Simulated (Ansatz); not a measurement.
**Geometry relaxation, with input and output: NiSi8 (part 3 of 4)**

Continued. System: NiSi8 (slab, 9 atoms in the cell). Method: DFT LDA, scalar-relativistic, plane waves, PAW, PAW set soft_1, spin-polarised (Ansatz 0.2.0); cutoff 420 eV, 9×9×1 k-mesh, Gaussian smearing of 0.05 eV, collinear spins. The structure derives from a Materials Project entry. The input holds or restrains some coordinates. Forces given for the steps count only the free coordinates.

Geometry of the input (Å; fractional positions):
```
3.8017  0.0000  0.0000
-1.9008  3.2924  0.0000
0.0000  0.0000  25.6355
Si 0.6667  0.3333  0.1560
Si 0.3333  0.6667  0.1870
Si 0.3333  0.6667  0.2787
Si 0.6667  0.3333  0.3096
Si 0.6667  0.3333  0.4012
Si 0.3333  0.6667  0.4316
Si 0.3333  0.6667  0.5253
Si 0.6667  0.3333  0.5514
Ni 0.6667  0.3333  0.6435
```

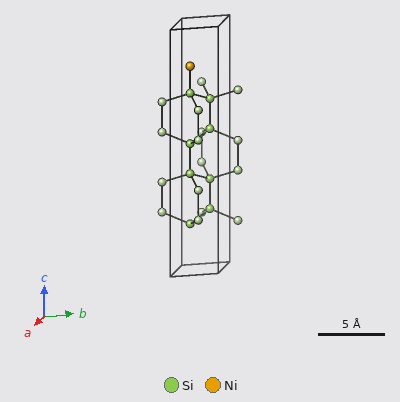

Fig. 1: The geometry at step 4 of the log (ball-and-stick view of the cell of the calculation, with the vacuum cut short, seen slightly off an axis; neighbours outside the cell are drawn fainter).

### Output, continued
```
SCF iter   1: F=—  HF=-10637.525278 eV  |F-HF|=—  |Δ(HF+E_count)|=         —  Δρ=8.99e-3 (↑6.44e-3 ↓8.99e-3)  dr2=2.04e-1  dr2_m=1.52e-1  M=1.698 μB ∫|m|=1.755 μB  β_m=1.00  ethr=3.98e-4  p=0.048 e·Å  D=2.72e-2 V/Å  ΔV_dip=-0.70 eV  dr2_dipole=4.77e-3  V_vac-E_F(+/−)=4.21/4.91 eV  ⟨swp⟩=1.1  Hψ=3492  notcnv=0  defer=62
efield: sawtooth ramp at fractional position 0.8797 (handed on by an earlier solve), width 0.0400; the density the first Hamiltonian is built on has a dipole p = 0.048 e·Å; the dipole correction subtracts the counter field D = 2.72e-2 V/Å, which shifts the + side's vacuum level by -0.70 eV against the − side's; the planar-averaged density in the ramp window peaks in size at 6.8e-6 e/Å³
preconditioner: auto → LDOS  [metal: Δε(μ)=0.014 eV  Ē_g=6.609 eV  σ=0.050 eV  W_gap=0.16  n_scr=46 (ndim 8)  ℏωp=13.4 eV  f_vac=0.379  D(μ)=6.28/eV (n_scr^D=14)]
spin=Collinear: LDOS preconditioning applied to the charge; magnetization (m = ρ↑ − ρ↓) channel mixes plain (no charge-response kernel on spin).
SCF iter   2: F=—  HF=-10637.535023 eV  |F-HF|=—  |Δ(HF+E_count)|=   9.74e-3  Δρ=1.59e-3 (↑1.49e-3 ↓1.59e-3)  dr2=2.20e-2  dr2_m=1.11e-4  M=1.690 μB ∫|m|=1.746 μB  β_m=0.31  ethr=3.98e-4  p=0.059 e·Å  D=3.35e-2 V/Å  ΔV_dip=-0.86 eV  dr2_dipole=4.25e-3  V_vac-E_F(+/−)=4.04/4.90 eV  ⟨swp⟩=2.3  Hψ=1176  notcnv=0  defer=76
density mixer auto → msr1: a metal under ldos (density of states about μ 1.24 of a free-electron gas's, 46 screened modes)
SCF iter   3: F=—  HF=-10637.532298 eV  |F-HF|=—  |Δ(HF+E_count)|=   2.72e-3  Δρ=1.17e-3 (↑1.17e-3 ↓8.04e-4)  dr2=5.99e-3  dr2_m=7.36e-4  M=1.686 μB ∫|m|=1.741 μB  β_m=0.49  ethr=4.40e-5  p=0.060 e·Å  D=3.40e-2 V/Å  ΔV_dip=-0.87 eV  dr2_dipole=1.79e-3  V_vac-E_F(+/−)=4.02/4.89 eV  ⟨swp⟩=2.0  Hψ=1124  notcnv=0  defer=80
SCF iter   4: F=—  HF=-10637.533212 eV  |F-HF|=—  |Δ(HF+E_count)|=   9.14e-4  Δρ=4.27e-4 (↑4.27e-4 ↓3.68e-4)  dr2=9.45e-4  dr2_m=1.89e-4  M=1.682 μB ∫|m|=1.735 μB  β_m=0.64  ethr=1.20e-5  p=0.055 e·Å  D=3.09e-2 V/Å  ΔV_dip=-0.79 eV  dr2_dipole=4.25e-4  V_vac-E_F(+/−)=4.10/4.89 eV  ⟨swp⟩=1.0  Hψ=840  notcnv=0  defer=80
SCF iter   5: F=—  HF=-10637.533610 eV  |F-HF|=—  |Δ(HF+E_count)|=   3.99e-4  Δρ=2.48e-4 (↑2.48e-4 ↓1.11e-4)  dr2=5.77e-5  dr2_m=8.54e-5  M=1.677 μB ∫|m|=1.728 μB  β_m=0.80  ethr=1.89e-6  p=0.053 e·Å  D=2.99e-2 V/Å  ΔV_dip=-0.77 eV  dr2_dipole=1.84e-6  V_vac-E_F(+/−)=4.13/4.89 eV  ⟨swp⟩=2.1  Hψ=1299  notcnv=0  defer=81
SCF iter   6: F=—  HF=-10637.533640 eV  |F-HF|=—  |Δ(HF+E_count)|=   2.91e-5  Δρ=1.26e-4 (↑6.52e-5 ↓1.26e-4)  dr2=7.87e-5  dr2_m=3.72e-6  M=1.677 μB ∫|m|=1.726 μB  β_m=0.73  ethr=1.15e-7  p=0.052 e·Å  D=2.95e-2 V/Å  ΔV_dip=-0.76 eV  dr2_dipole=2.18e-5  V_vac-E_F(+/−)=4.14/4.89 eV  ⟨swp⟩=2.2  Hψ=1447  notcnv=0  defer=80
SCF iter   7: F=—  HF=-10637.533620 eV  |F-HF|=—  |Δ(HF+E_count)|=   1.98e-5  Δρ=3.11e-5 (↑3.11e-5 ↓2.28e-5)  dr2=8.72e-6  dr2_m=8.97e-8  M=1.676 μB ∫|m|=1.725 μB  β_m=0.68  ethr=1.15e-7  p=0.053 e·Å  D=2.97e-2 V/Å  ΔV_dip=-0.76 eV  dr2_dipole=1.57e-6  V_vac-E_F(+/−)=4.13/4.89 eV  ⟨swp⟩=2.0  Hψ=1438  notcnv=0  defer=80
SCF iter   8: F=—  HF=-10637.533621 eV  |F-HF|=—  |Δ(HF+E_count)|=   8.44e-7  Δρ=4.79e-6 (↑4.79e-6 ↓4.60e-6)  dr2=1.24e-7  dr2_m=4.69e-8  M=1.676 μB ∫|m|=1.725 μB  β_m=0.67  ethr=1.74e-8  p=0.053 e·Å  D=2.97e-2 V/Å  ΔV_dip=-0.76 eV  dr2_dipole=3.79e-9  V_vac-E_F(+/−)=4.13/4.89 eV  ⟨swp⟩=2.1  Hψ=1130  notcnv=0  defer=80
SCF iter   9: F=—  HF=-10637.533621 eV  |F-HF|=—  |Δ(HF+E_count)|=   6.57e-7  Δρ=5.98e-6 (↑5.98e-6 ↓2.15e-6)  dr2=1.49e-7  dr2_m=2.78e-8  M=1.676 μB ∫|m|=1.725 μB  β_m=0.67  ethr=2.48e-10  p=0.053 e·Å  D=2.97e-2 V/Å  ΔV_dip=-0.76 eV  dr2_dipole=4.97e-9  V_vac-E_F(+/−)=4.13/4.89 eV  ⟨swp⟩=2.8  Hψ=1499  notcnv=0  defer=80
SCF iter  10: F=—  HF=-10637.533621 eV  |F-HF|=—  |Δ(HF+E_count)|=   1.16e-7  Δρ=4.36e-6 (↑4.36e-6 ↓1.52e-6)  dr2=6.30e-8  dr2_m=1.64e-8  M=1.676 μB ∫|m|=1.726 μB  β_m=0.51  ethr=2.48e-10  p=0.053 e·Å  D=2.97e-2 V/Å  ΔV_dip=-0.76 eV  dr2_dipole=6.04e-9  V_vac-E_F(+/−)=4.13/4.89 eV  ⟨swp⟩=1.5  Hψ=896  notcnv=0  defer=80
SCF iter  11: F=—  HF=-10637.533621 eV  |F-HF|=—  |Δ(HF+E_count)|=   6.62e-8  Δρ=3.69e-6 (↑2.83e-7 ↓3.69e-6)  dr2=1.20e-7  dr2_m=1.02e-8  M=1.676 μB ∫|m|=1.726 μB  β_m=0.54  ethr=1.26e-10  p=0.053 e·Å  D=2.97e-2 V/Å  ΔV_dip=-0.76 eV  dr2_dipole=8.21e-8  V_vac-E_F(+/−)=4.13/4.89 eV  ⟨swp⟩=2.0  Hψ=1042  notcnv=0  defer=80
SCF iter  12: F=—  HF=-10637.533621 eV  |F-HF|=—  |Δ(HF+E_count)|=   1.17e-9  Δρ=5.16e-6 (↑3.78e-7 ↓5.16e-6)  dr2=2.59e-7  dr2_m=2.11e-8  M=1.676 μB ∫|m|=1.726 μB  β_m=0.51  ethr=1.26e-10  p=0.053 e·Å  D=2.97e-2 V/Å  ΔV_dip=-0.76 eV  dr2_dipole=1.95e-7  V_vac-E_F(+/−)=4.13/4.89 eV  ⟨swp⟩=1.0  Hψ=840  notcnv=0  defer=80
SCF iter  13: F=—  HF=-10637.533621 eV  |F-HF|=—  |Δ(HF+E_count)|=   2.32e-9  Δρ=2.67e-7 (↑1.21e-7 ↓2.67e-7)  dr2=4.22e-10  dr2_m=9.33e-11  M=1.676 μB ∫|m|=1.726 μB  β_m=0.53  ethr=1.26e-10  p=0.053 e·Å  D=2.97e-2 V/Å  ΔV_dip=-0.76 eV  dr2_dipole=2.76e-10  V_vac-E_F(+/−)=4.13/4.89 eV  ⟨swp⟩=1.0  Hψ=840  notcnv=0  defer=80
SCF iter  14: F=-10637.533621 eV  HF=-10637.533621 eV  |F-HF|=8.01e-8  |Δ(HF+E_count)|=   1.04e-9  Δρ=2.15e-6 (↑1.23e-7 ↓2.15e-6)  dr2=4.64e-8  dr2_m=3.48e-9  M=1.676 μB ∫|m|=1.726 μB  ethr=1.00e-12  p=0.053 e·Å  D=2.97e-2 V/Å  ΔV_dip=-0.76 eV  dr2_dipole=3.53e-8  V_vac-E_F(+/−)=4.13/4.89 eV  ⟨swp⟩=10.2  Hψ=3182  notcnv=0
SCF 2 converged in 14 iterations: F = -10637.533621 eV  dr2 = 4.64e-8
[... from here on the iterations of each SCF are left out, up to the last one ...]
relax step   2: F+E_penalty+E_count = -10637.53362134 eV  Δ(F+E_penalty+E_count) = -1.937e-1 eV  max|allowed force component| = 1.077e0 eV/Å  Δτ_max = 0.0912 Å  (14 SCF iters, accepted)
[... from here on the SCF iterations and repeated set-up lines of each step are left out, up to the last step ...]
SCF 3 converged in 12 iterations: F = -10637.582415 eV  dr2 = 4.02e-9
relax step   3: F+E_penalty+E_count = -10637.58241463 eV  Δ(F+E_penalty+E_count) = -4.879e-2 eV  max|allowed force component| = 5.087e-1 eV/Å  Δτ_max = 0.1103 Å  (12 SCF iters, accepted)
SCF 4 converged in 12 iterations: F = -10637.592716 eV  dr2 = 2.23e-8
relax step   4: F+E_penalty+E_count = -10637.59271571 eV  Δ(F+E_penalty+E_count) = -1.030e-2 eV  max|allowed force component| = 8.860e-2 eV/Å  Δτ_max = 0.0610 Å  (12 SCF iters, accepted)
SCF iter   1: F=—  HF=-10637.592665 eV  |F-HF|=—  |Δ(HF+E_count)|=         —  Δρ=1.16e-3 (↑8.23e-4 ↓1.16e-3)  dr2=2.45e-3  dr2_m=2.61e-3  M=1.556 μB ∫|m|=1.602 μB  β_m=1.00  ethr=7.60e-5  p=0.058 e·Å  D=3.28e-2 V/Å  ΔV_dip=-0.84 eV  dr2_dipole=1.84e-4  V_vac-E_F(+/−)=4.05/4.90 eV  ⟨swp⟩=2.6  Hψ=1592  notcnv=0  defer=84
efield: sawtooth ramp at fractional position 0.8797 (handed on by an earlier solve), width 0.0400; the density the first Hamiltonian is built on has a dipole p = 0.058 e·Å; the dipole correction subtracts the counter field D = 3.28e-2 V/Å, which shifts the + side's vacuum level by -0.84 eV against the − side's; the planar-averaged density in the ramp window peaks in size at 5.3e-6 e/Å³
preconditioner: auto → LDOS  [metal: Δε(μ)=0.029 eV  Ē_g=6.619 eV  σ=0.050 eV  W_gap=0.31  n_scr=14 (ndim 8)  ℏωp=13.4 eV  f_vac=0.380  D(μ)=6.01/eV (n_scr^D=14)]
spin=Collinear: LDOS preconditioning applied to the charge; magnetization (m = ρ↑ − ρ↓) channel mixes plain (no charge-response kernel on spin).
SCF iter   2: F=—  HF=-10637.593121 eV  |F-HF|=—  |Δ(HF+E_count)|=   4.55e-4  Δρ=1.81e-4 (↑1.66e-4 ↓1.81e-4)  dr2=3.96e-4  dr2_m=1.56e-6  M=1.556 μB ∫|m|=1.602 μB  β_m=0.31  ethr=4.90e-6  p=0.059 e·Å  D=3.34e-2 V/Å  ΔV_dip=-0.86 eV  dr2_dipole=1.04e-4  V_vac-E_F(+/−)=4.04/4.89 eV  ⟨swp⟩=1.6  Hψ=1121  notcnv=0  defer=84
density mixer auto → msr1: a metal under ldos (density of states about μ 1.21 of a free-electron gas's, 46 screened modes)
SCF iter   3: F=—  HF=-10637.593084 eV  |F-HF|=—  |Δ(HF+E_count)|=   3.64e-5  Δρ=1.34e-4 (↑1.34e-4 ↓8.12e-5)  dr2=9.55e-5  dr2_m=1.14e-5  M=1.555 μB ∫|m|=1.601 μB  β_m=0.49  ethr=7.92e-7  p=0.059 e·Å  D=3.33e-2 V/Å  ΔV_dip=-0.85 eV  dr2_dipole=2.42e-5  V_vac-E_F(+/−)=4.04/4.89 eV  ⟨swp⟩=1.6  Hψ=919  notcnv=0  defer=84
SCF iter   4: F=—  HF=-10637.593092 eV  |F-HF|=—  |Δ(HF+E_count)|=   8.23e-6  Δρ=5.17e-5 (↑5.17e-5 ↓3.58e-5)  dr2=1.88e-5  dr2_m=1.50e-6  M=1.554 μB ∫|m|=1.601 μB  β_m=0.56  ethr=1.91e-7  p=0.058 e·Å  D=3.29e-2 V/Å  ΔV_dip=-0.84 eV  dr2_dipole=5.06e-6  V_vac-E_F(+/−)=4.05/4.89 eV  ⟨swp⟩=2.0  Hψ=1118  notcnv=0  defer=84
SCF iter   5: F=—  HF=-10637.593098 eV  |F-HF|=—  |Δ(HF+E_count)|=   5.48e-6  Δρ=2.98e-5 (↑7.25e-6 ↓2.98e-5)  dr2=1.89e-6  dr2_m=5.42e-7  M=1.554 μB ∫|m|=1.600 μB  β_m=0.62  ethr=3.76e-8  p=0.058 e·Å  D=3.27e-2 V/Å  ΔV_dip=-0.84 eV  dr2_dipole=1.16e-7  V_vac-E_F(+/−)=4.06/4.89 eV  ⟨swp⟩=2.0  Hψ=1070  notcnv=0  defer=84
SCF iter   6: F=—  HF=-10637.593100 eV  |F-HF|=—  |Δ(HF+E_count)|=   2.48e-6  Δρ=1.39e-5 (↑1.39e-5 ↓5.62e-6)  dr2=7.78e-7  dr2_m=1.63e-7  M=1.554 μB ∫|m|=1.600 μB  β_m=0.57  ethr=3.78e-9  p=0.058 e·Å  D=3.28e-2 V/Å  ΔV_dip=-0.84 eV  dr2_dipole=2.98e-7  V_vac-E_F(+/−)=4.05/4.89 eV  ⟨swp⟩=2.0  Hψ=1442  notcnv=0  defer=84
SCF iter   7: F=—  HF=-10637.593100 eV  |F-HF|=—  |Δ(HF+E_count)|=   5.76e-8  Δρ=3.19e-6 (↑2.42e-6 ↓3.19e-6)  dr2=2.23e-8  dr2_m=2.07e-8  M=1.554 μB ∫|m|=1.600 μB  β_m=0.66  ethr=1.56e-9  p=0.058 e·Å  D=3.28e-2 V/Å  ΔV_dip=-0.84 eV  dr2_dipole=8.41e-9  V_vac-E_F(+/−)=4.05/4.89 eV  ⟨swp⟩=2.0  Hψ=1007  notcnv=0  defer=84
SCF iter   8: F=—  HF=-10637.593100 eV  |F-HF|=—  |Δ(HF+E_count)|=   1.34e-9  Δρ=5.85e-6 (↑1.07e-6 ↓5.85e-6)  dr2=3.29e-7  dr2_m=2.09e-8  M=1.554 μB ∫|m|=1.600 μB  β_m=0.64  ethr=4.47e-11  p=0.058 e·Å  D=3.28e-2 V/Å  ΔV_dip=-0.84 eV  dr2_dipole=2.34e-7  V_vac-E_F(+/−)=4.05/4.89 eV  ⟨swp⟩=2.0  Hψ=1316  notcnv=0  defer=84
SCF iter   9: F=—  HF=-10637.593100 eV  |F-HF|=—  |Δ(HF+E_count)|=  9.60e-10  Δρ=3.57e-6 (↑3.22e-7 ↓3.57e-6)  dr2=1.23e-7  dr2_m=1.01e-8  M=1.554 μB ∫|m|=1.600 μB  β_m=0.68  ethr=4.47e-11  p=0.058 e·Å  D=3.28e-2 V/Å  ΔV_dip=-0.84 eV  dr2_dipole=9.20e-8  V_vac-E_F(+/−)=4.05/4.89 eV  ⟨swp⟩=2.2  Hψ=1071  notcnv=0  defer=84
SCF iter  10: F=-10637.593100 eV  HF=-10637.593100 eV  |F-HF|=3.54e-8  |Δ(HF+E_count)|=   1.56e-9  Δρ=1.43e-6 (↑1.48e-7 ↓1.43e-6)  dr2=2.05e-8  dr2_m=1.73e-9  M=1.554 μB ∫|m|=1.600 μB  ethr=4.47e-11  p=0.058 e·Å  D=3.28e-2 V/Å  ΔV_dip=-0.84 eV  dr2_dipole=1.58e-8  V_vac-E_F(+/−)=4.05/4.89 eV  ⟨swp⟩=9.5  Hψ=2662  notcnv=0
SCF 5 converged in 10 iterations: F = -10637.593100 eV  dr2 = 2.05e-8
relax step   5: F+E_penalty+E_count = -10637.59310025 eV  Δ(F+E_penalty+E_count) = -3.845e-4 eV  max|allowed force component| = 3.271e-3 eV/Å  Δτ_max = 0.0107 Å  (10 SCF iters, accepted)
SCF converged after 10 iterations
Magnetization: 1.5539 μB (25.7770 up, 24.2230 down)
Absolute magnetization: 1.6009 μB (∫|ρ↑−ρ↓|, with the PAW one-centre terms)
Spin contamination: 0.0183 ħ² per cell (⟨S²⟩ above its minimum at these occupations)
Per-site moments (μB) at R_I (Å): [(0.18588905158157223, 0.9626534689775528), (0.03366810309491989, 0.9626534689775528), (0.04200770170748759, 0.9626534689775528), (0.01699160600402416, 0.9626534689775528), (0.006632377873290904, 0.9609529222124158), (0.005497159719848447, 0.9609529222124158), (0.0034465447442538514, 0.9647034931037576), (0.0007060019186192779, 0.8714117848636204), (0.6815688454584629, 0.8714117848636204)]
Free energy (F): -10637.593100 eV
Harris-Foulkes:  -10637.593100 eV  (|F-HF|=3.54e-8)
Internal energy: -10637.585634 eV  (E = F + TS)
E sigma→0 (E₀):  -10637.589367 eV
Entropy (-TS):   -0.007467 eV (-0.830 meV/atom)
Fermi energy:    1.448214 eV
Dipole field:    D = 0.032906 V/Å  (p = 0.058350 e·Å, saw-weighted, corrected)
Work function:   Φ+ = 4.0527 eV   Φ− = 4.8963 eV
Levels:          The Fermi level and band energies are counted from a zero that moves with the ramp; work functions are not
--- Per-component energies (eV) ---
  E_band       = -669.495583
  E_kinetic    = 664.048755
  E_local      = -18506.868565  (includes V_loc(G=0)·N_el)
  E_nonlocal   = 87.294369
  E_hartree    = 9122.207598
  E_xc         = -554.694102
  E_vxc        = -522.547487  (∫ρ·V_xc dr)
  E_paw        = -5479.845429  (= ΣΔE_a)
  E_vpaw       = -633.452333  (= ΣTr[D̂ρ^β])
  E_aug_tail   = 0.001132  (compensation charges beyond the density's cutoff)
  E_efield     = 0.000960  (sawtooth field / dipole correction)
  E_vefield    = -2.411146  (∫n·V_field dr)
  E_ewald      = 4029.160881
  E_core_change = 1.108768  (= ΣΔE_core)
  E_smearing   = -0.007467  (= −TS)
  E_closure    = -0.000000  (closes the sum)
  Σ components = -10637.593100   (vs F -10637.593100, Δ=0.00e0)
--- Forces (eV/Å), atoms counted from 1 ---
  atom   1  Si     0.00000000    -0.00000000     0.47368598
  atom   2  Si    -0.00000000     0.00000000    -0.63860071
  atom   3  Si    -0.00000000     0.00000000     0.18522712
  atom   4  Si     0.00000000    -0.00000000    -0.08223615
  atom   5  Si    -0.00000000    -0.00000000    -0.12153761
  atom   6  Si    -0.00000000     0.00000000     0.18413034
  atom   7  Si     0.00000000     0.00000000    -0.00053261
  atom   8  Si     0.00000000    -0.00000000    -0.00327057
  atom   9  Ni     0.00000000    -0.00000000     0.00294610
  max |Σ_I F_I| component: 1.88e-4 eV/Å
--- Band table (eV; the first three rows and the last of 24) ---
  k-point 0 ↑: bands = ["-100.2257", "-61.2376", "-61.0032", "-61.0032", "-10.4698", "-9.9019", "-9.1697", "-8.5312", "-5.0173", "-3.6233", "-1.9114", "-0.4127", "-0.1690", "0.1707", "0.1707", "0.3386", "0.3386", "0.5077", "0.5077", "0.8014", "0.8014", "1.3483", "1.3483", "1.4024", "1.7549", "1.7549", "2.5120", "2.9076", "3.4817", "3.9420", "3.9420", "4.4046", "4.5792", "4.5792", "4.8607"]
  k-point 1 ↑: bands = ["-100.2257", "-61.2376", "-61.0032", "-61.0032", "-10.3237", "-9.7563", "-9.0237", "-8.3832", "-4.9398", "-3.5599", "-1.8889", "-0.7861", "-0.4960", "-0.3160", "-0.1462", "-0.0150", "0.0764", "0.1580", "0.4920", "0.5269", "0.5571", "0.5671", "0.8871", "1.0962", "1.5193", "1.5283", "2.5432", "3.3423", "3.8577", "4.3207", "4.3996", "4.6768", "4.7612", "5.0774", "5.1794"]
  k-point 2 ↑: bands = ["-100.2256", "-61.2376", "-61.0034", "-61.0032", "-9.8928", "-9.3270", "-8.5937", "-7.9455", "-4.8312", "-3.5864", "-2.4387", "-2.1657", "-1.7155", "-1.3264", "-0.8331", "-0.5346", "-0.1933", "-0.1684", "0.1470", "0.1550", "0.4657", "0.5947", "0.6360", "0.6380", "1.1141", "1.3242", "2.5329", "3.0370", "3.3116", "4.0605", "4.6459", "4.9377", "5.1899", "5.3701", "6.0448"]
  k-point 11 ↓: bands = ["-99.4474", "-60.5260", "-60.2223", "-60.2223", "-7.2904", "-7.2256", "-7.0133", "-6.0144", "-5.7411", "-5.3964", "-5.1437", "-4.9657", "-3.4156", "-2.8932", "-2.2861", "-1.8355", "-1.4339", "-1.4338", "-0.6414", "-0.4614", "0.8266", "0.9014", "1.2311", "1.2639", "1.6262", "1.8952", "3.0226", "3.8589", "4.1248", "4.2896", "4.9580", "5.3234", "5.3581", "6.5335", "6.8050"]
--- Relaxed structure (5 steps of the walk, 5 accepted, 0 SCFs on fresh bases) ---
  F+E_penalty+E_count = -10637.59310025 eV   max|allowed force component| = 3.271e-3 eV/Å
  atoms:
    - { symbol: Si, position: [0.6666666666666665, 0.3333333333333332, 0.15603365669999994] }
    - { symbol: Si, position: [0.3333333333333332, 0.6666666666666664, 0.18696065099999995] }
    - { symbol: Si, position: [0.3333333333333332, 0.6666666666666664, 0.27868964449999994] }
    - { symbol: Si, position: [0.6666666666666665, 0.3333333333333332, 0.30961663879999995] }
    - { symbol: Si, position: [0.6666666666666665, 0.3333333333333332, 0.40119520769999995] }
    - { symbol: Si, position: [0.3333333333333332, 0.6666666666666664, 0.43164558979999995] }
    - { symbol: Si, position: [0.3333333333333332, 0.6666666666666664, 0.5236641088063234] }
    - { symbol: Si, position: [0.6666666666666665, 0.3333333333333332, 0.5551571672966585] }
    - { symbol: Ni, position: [0.6666666666666665, 0.3333333333333332, 0.637562965646954] }
--- Löwdin populations: 9 sites ---
  site symbol       q [e]    m [muB]
     0     Si      3.9444     0.5934
     1     Si      3.9730     0.0204
     2     Si      3.9390     0.0932
     3     Si      3.9620     0.0327
     4     Si      3.9468     0.0138
     5     Si      3.9585     0.0102
     6     Si      3.9775    -0.0014
     7     Si      4.0036     0.0498
     8     Ni     17.8287     0.7410
  spilling = 0.009329 (of n_electrons = 50.000000)
```
